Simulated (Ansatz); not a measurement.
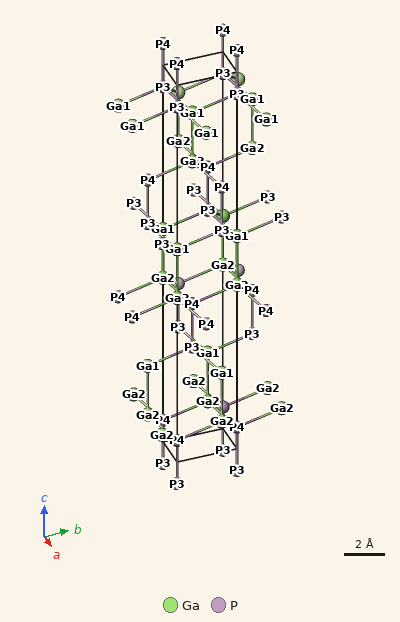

Fig. 1: The structure (ball-and-stick view of the cell 3 times as large as that of the calculation, set on its symmetry axes, seen slightly off an axis; neighbours outside the cell are drawn fainter; atoms are numbered from 1 in the order of the input). Near neighbours in the crystal (not all of them lie inside the picture): Ga has 1 Ga at 2.54 Å and 3 P at 2.45 Å; P has 3 Ga at 2.45 Å and 1 P at 2.26 Å.

**GaP: one change and its effect**

System: GaP (R-3m, 4 atoms in the cell).
Method of the first run: Kohn-Sham DFT of a periodic cell, r2SCAN, Ansatz PAW, no spin polarisation (Ansatz 0.2.0).

The structure derives from a Materials Project entry. Text and figures count atoms from 1; the logs count them from 0 in places.

Input file, the first run:
```yaml
crystal:
  lattice:
    - [1.9811231871, 1.1438020054, 6.5569364368]
    - [-1.9811231871, 1.1438020054, 6.5569364368]
    - [0.0, -2.2876040107, 6.5569364368]
  atoms:
    - { symbol: Ga, position: [0.564628, 0.564628, 0.564628] }
    - { symbol: Ga, position: [0.435372, 0.435372, 0.435372] }
    - { symbol: P, position: [0.942611, 0.942611, 0.942611] }
    - { symbol: P, position: [0.057389, 0.057389, 0.057389] }
hamiltonian:
  xc: r2scan
  pseudopotentials: { kind: paw }
kpoints:
  mp_grid: { grid: [8, 8, 8] }
scf:
  occupations: { method: fermi_dirac, width: 0.05 }
output:
  forces: true
  stress: true
  eigenvalues: true
```

Command:
```bash
ansatz run input.yaml --threads 2 --pin off --max-ram 5632MiB --backend cpu --events-out ev --progress --plain --runs-dir out
```

Hardware: 2 threads of Intel Xeon @ 2.70GHz, 189 GiB of memory available, shared host.

Output, shortened to warnings, some set-up lines, iterations and results (the first run):
```
Basis set: ecut = 500 eV, 2273 PW (Γ), FFT grids on a1−a3, a2−a3, a3, exchange–correlation on 120×120×216 points (64 copies of the dense FFT grid, shifted against one another)
Symmetry: 12 space group operations
k-points: 65 of 512
Initial density: superposition of atomic densities (neutral atoms: chi_scale 0, normalization atom), corrected by the library's trained network
[...]
SCF iter   1: F=—  HF=-9100.207977 eV  |F-HF|=—  |Δ(HF+E_count)|=         —  Δρ=9.05e-3  dr2=8.81e-2  dr2_τ=1.10e-2  ethr=1.77e-3  ⟨swp⟩=6.2  Hψ=7279  notcnv=0
SCF iter   2: F=—  HF=-9100.207823 eV  |F-HF|=—  |Δ(HF+E_count)|=   1.54e-4  Δρ=2.19e-3  dr2=2.95e-3  dr2_τ=2.84e-4  ethr=2.45e-4  ⟨swp⟩=3.0  Hψ=3580  notcnv=0
SCF iter   3: F=—  HF=-9100.206552 eV  |F-HF|=—  |Δ(HF+E_count)|=   1.27e-3  Δρ=1.92e-3  dr2=1.58e-3  dr2_τ=2.95e-5  ethr=8.19e-6  ⟨swp⟩=2.0  Hψ=2599  notcnv=0
SCF iter   4: F=—  HF=-9100.206625 eV  |F-HF|=—  |Δ(HF+E_count)|=   7.28e-5  Δρ=6.76e-4  dr2=3.02e-4  dr2_τ=3.97e-6  ethr=4.40e-6  ⟨swp⟩=2.0  Hψ=2480  notcnv=0
SCF iter   5: F=—  HF=-9100.206639 eV  |F-HF|=—  |Δ(HF+E_count)|=   1.40e-5  Δρ=1.43e-4  dr2=1.45e-5  dr2_τ=4.40e-7  ethr=8.39e-7  ⟨swp⟩=2.8  Hψ=2464  notcnv=0
SCF iter   6: F=—  HF=-9100.206645 eV  |F-HF|=—  |Δ(HF+E_count)|=   5.45e-6  Δρ=1.94e-5  dr2=4.58e-7  dr2_τ=3.47e-9  ethr=4.02e-8  ⟨swp⟩=2.0  Hψ=1845  notcnv=0
SCF iter   7: F=-9100.206645 eV  HF=-9100.206645 eV  |F-HF|=1.81e-9  |Δ(HF+E_count)|=   1.88e-7  Δρ=2.39e-6  dr2=6.71e-9  dr2_τ=2.18e-10  ethr=2.78e-10  ⟨swp⟩=8.1  Hψ=7473  …
SCF 1 converged in 7 iterations: F = -9100.206645 eV  dr2 = 6.71e-9
SCF converged after 7 iterations
Free energy (F): -9100.206645 eV
Harris-Foulkes:  -9100.206645 eV  (|F-HF|=1.81e-9)
Internal energy: -9100.206644 eV  (E = F + TS)
E sigma→0 (E₀):  -9100.206645 eV
Entropy (-TS):   -0.000001 eV (-0.000 meV/atom)
Fermi energy:    6.625643 eV
--- Per-component energies (eV) ---
  E_band       = -165.603597
  E_kinetic    = 366.012455
  E_local      = -4597.758001  (includes V_loc(G=0)·N_el)
  E_nonlocal   = 918.487637
  E_hartree    = 2122.864270
  E_xc         = -239.469725
  E_vxc        = -246.402815  (∫ρ·V_xc dr)
  E_paw        = -5158.121581  (= ΣΔE_a)
  E_vpaw       = -863.787873  (= ΣTr[D̂ρ^β])
  E_aug_tail   = -0.000077  (compensation charges beyond the density's cutoff)
  E_vtau       = 12.114929  (kinetic-family band-sum trace: ∫τ·v_τ [+ j·A + Jᵃ·Aᵃ] dr)
  E_ewald      = -2510.733799
  E_core_change = -1.487824  (= ΣΔE_core)
  E_smearing   = -0.000001  (= −TS)
  E_closure    = -0.000000  (closes the sum)
  Σ components = -9100.206645   (vs F -9100.206645, Δ=0.00e0)
--- Forces (eV/Å), atoms counted from 1 ---
  atom   1  Ga    -0.00000000     0.00000000     0.00702656
  atom   2  Ga     0.00000000    -0.00000000    -0.00702656
  atom   3  P      0.00000000     0.00000000     0.08085173
  atom   4  P     -0.00000000    -0.00000000    -0.08085173
  max |Σ_I F_I| component: 0.00e0 eV/Å
--- Stress (GPa, compression-positive) ---
       -5.784662       0.000000       0.000000
        0.000000      -5.784662      -0.000000
        0.000000      -0.000000      -6.297179
  P = ⅓ Tr σ = -5.9555 GPa (-59.555 kbar)
```

The second run used a changed input.

The two runs side by side:

| quantity | the first run | the second run |
| --- | --- | --- |
| outcome | converged | converged |
| free energy per atom (eV) | −2275.0517 | −2241.8556 |
| gap on the mesh (eV) | 1.04 | 0.69 |
| pressure (GPa) | −5.96 | −6.18 |
| largest force (eV/Å) | 0.081 | 0.042 |
| SCF iterations | 7 | 7 |
| irreducible k-points | 65 | 65 |
| plane waves at Γ | 2273 | 1755 |
| wall time (shared host) | 12 s | 5.1 s |

What was changed in the input?

The change (lines with − go, lines with + come):
```diff
-  xc: r2scan
+  xc: pbesol
```

The total energies belong to different methods, so their difference says nothing on which is more stable or more accurate. The gap on the mesh goes from 1.04 to 0.69 eV. The pressure goes from −5.96 to −6.18 GPa. The largest force goes from 0.081 to 0.042 eV/Å. The functional changes from r2SCAN to PBEsol. The number of SCF iterations is the same. The default cutoff goes from 500 to 420 eV with the change. The plane waves at Γ go from 2273 to 1755. On the same kind of shared host the second run took about 0.41 times as long.

Output, shortened to warnings, some set-up lines, iterations and results (the second run):
```
Basis set: ecut = 420 eV, 1755 PW (Γ), FFT grids on a1−a3, a2−a3, a3, exchange–correlation on 54×54×96 points (8 copies of the dense FFT grid, shifted against one another)
Symmetry: 12 space group operations
k-points: 65 of 512
Initial density: superposition of atomic densities (neutral atoms: chi_scale 0, normalization atom), corrected by the library's trained network
[...]
SCF iter   1: F=—  HF=-8967.439190 eV  |F-HF|=—  |Δ(HF+E_count)|=         —  Δρ=5.04e-3  dr2=6.07e-2  ethr=1.77e-3  ⟨swp⟩=6.4  Hψ=7295  notcnv=0
SCF iter   2: F=—  HF=-8967.423259 eV  |F-HF|=—  |Δ(HF+E_count)|=   1.59e-2  Δρ=1.96e-3  dr2=5.87e-3  ethr=1.69e-4  ⟨swp⟩=2.4  Hψ=2481  notcnv=0
SCF iter   3: F=—  HF=-8967.422370 eV  |F-HF|=—  |Δ(HF+E_count)|=   8.88e-4  Δρ=7.51e-4  dr2=7.23e-4  ethr=1.63e-5  ⟨swp⟩=2.0  Hψ=2600  notcnv=0
SCF iter   4: F=—  HF=-8967.422431 eV  |F-HF|=—  |Δ(HF+E_count)|=   6.12e-5  Δρ=4.12e-4  dr2=2.24e-4  ethr=2.01e-6  ⟨swp⟩=2.0  Hψ=2604  notcnv=0
SCF iter   5: F=—  HF=-8967.422447 eV  |F-HF|=—  |Δ(HF+E_count)|=   1.58e-5  Δρ=1.13e-4  dr2=1.53e-5  ethr=6.21e-7  ⟨swp⟩=2.0  Hψ=2622  notcnv=0
SCF iter   6: F=—  HF=-8967.422462 eV  |F-HF|=—  |Δ(HF+E_count)|=   1.48e-5  Δρ=3.14e-5  dr2=5.21e-7  ethr=4.25e-8  ⟨swp⟩=2.7  Hψ=2894  notcnv=0
SCF iter   7: F=-8967.422463 eV  HF=-8967.422463 eV  |F-HF|=9.20e-9  |Δ(HF+E_count)|=   5.59e-7  Δρ=2.77e-6  dr2=6.77e-9  ethr=2.78e-10  ⟨swp⟩=7.9  Hψ=7378  notcnv=0
SCF 1 converged in 7 iterations: F = -8967.422463 eV  dr2 = 6.77e-9
SCF converged after 7 iterations
Free energy (F): -8967.422463 eV
Harris-Foulkes:  -8967.422463 eV  (|F-HF|=9.20e-9)
Internal energy: -8967.422450 eV  (E = F + TS)
E sigma→0 (E₀):  -8967.422456 eV
Entropy (-TS):   -0.000013 eV (-0.003 meV/atom)
Fermi energy:    6.536275 eV
--- Per-component energies (eV) ---
  E_band       = -151.226753
  E_kinetic    = 367.388843
  E_local      = -4596.046193  (includes V_loc(G=0)·N_el)
  E_nonlocal   = 917.993305
  E_hartree    = 2115.079864
  E_xc         = -256.895052
  E_vxc        = -234.761536  (∫ρ·V_xc dr)
  E_paw        = -5006.027338  (= ΣΔE_a)
  E_vpaw       = -835.958270  (= ΣTr[D̂ρ^β])
  E_aug_tail   = -0.000227  (compensation charges beyond the density's cutoff)
  E_ewald      = -2510.733799
  E_core_change = 1.818148  (= ΣΔE_core)
  E_smearing   = -0.000013  (= −TS)
  E_closure    = 0.000000  (closes the sum)
  Σ components = -8967.422463   (vs F -8967.422463, Δ=0.00e0)
--- Forces (eV/Å), atoms counted from 1 ---
  atom   1  Ga     0.00000000     0.00000000     0.03273682
  atom   2  Ga     0.00000000    -0.00000000    -0.03273682
  atom   3  P     -0.00000000     0.00000000     0.04243645
  atom   4  P     -0.00000000    -0.00000000    -0.04243645
  max |Σ_I F_I| component: 7.95e-18 eV/Å
--- Stress (GPa, compression-positive) ---
       -6.061648       0.000000       0.000000
        0.000000      -6.061648      -0.000000
        0.000000      -0.000000      -6.410260
  P = ⅓ Tr σ = -6.1779 GPa (-61.779 kbar)
```

For the first run: The cell is under a tension of 6.0 GPa at this level, so it is not at its equilibrium volume. For the second run: The cell is under a tension of 6.2 GPa at this level, so it is not at its equilibrium volume.
